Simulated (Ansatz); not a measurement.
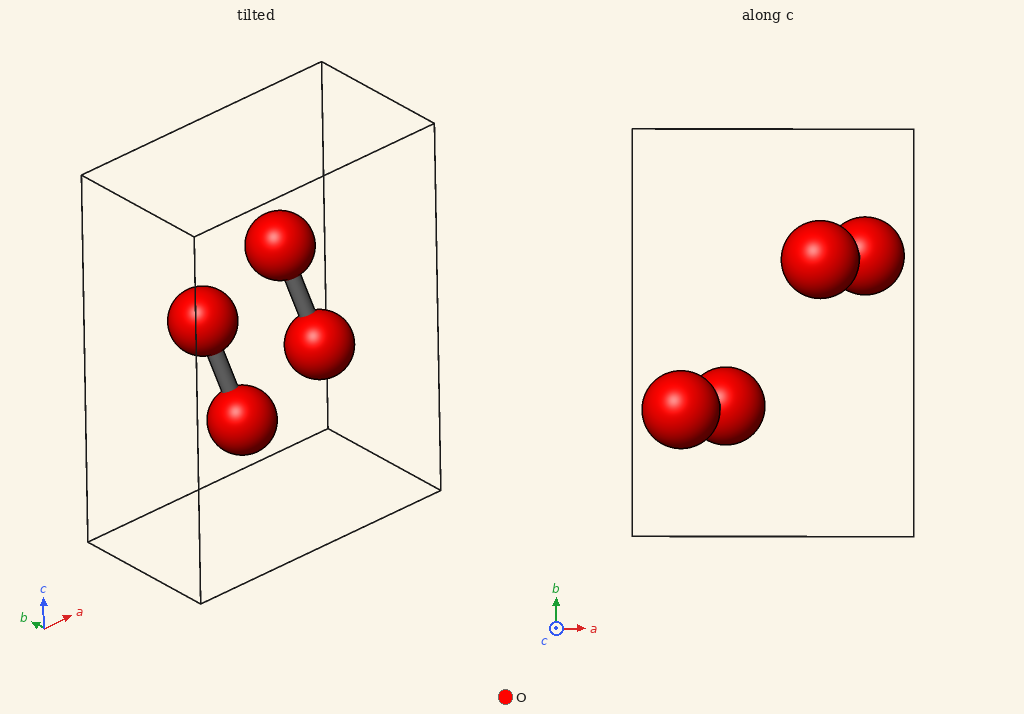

Crystal structure, ball-and-stick style, seen slightly off an axis and along the c axis. The edges of the conventional unit cell are marked.

O, space group P-1 (No. 2), a = 2.988 Å, b = 4.028 Å, c = 4.044 Å, α = 86.74°, β = 68.39°, γ = 88.84°. The initial geometry was a structure listed in the Materials Project. The cell was then strained or its atoms displaced on purpose. It was run through Ansatz as a DFT input.

This one geometry was computed with Ansatz (DFT, plane waves, PAW) at three levels of theory: HSE06, PBE and r2SCAN.

Question: Which level gives the highest pressure at this volume, and what does that say about its equilibrium volume?

Answer: Highest: PBE (6.0 GPa), which points to the largest equilibrium volume. Lowest, with the smallest volume: HSE06 (-3.2 GPa). Levels within 0.5 GPa of each other can't be told apart.

Question: How does the band gap change with the level of theory?

Answer: PBE: a gap of 0.92 eV, indirect; r2SCAN: a gap of 1.00 eV, indirect; HSE06: a gap of 1.71 eV, indirect.

Question: Collect the results in a table.

Answer:
| level | cutoff (eV) | k-mesh of the run's cell | gap (eV) | pressure (GPa) |
| --- | --- | --- | --- | --- |
| HSE06 | 420 | 6×4×6 | 1.71 | -3.2 |
| PBE | 420 | 8×6×10 | 0.92 | 6.0 |
| r2SCAN | 500 | 8×6×10 | 1.00 | 0.9 |

Gaps are taken on the k-mesh or band path of each run.
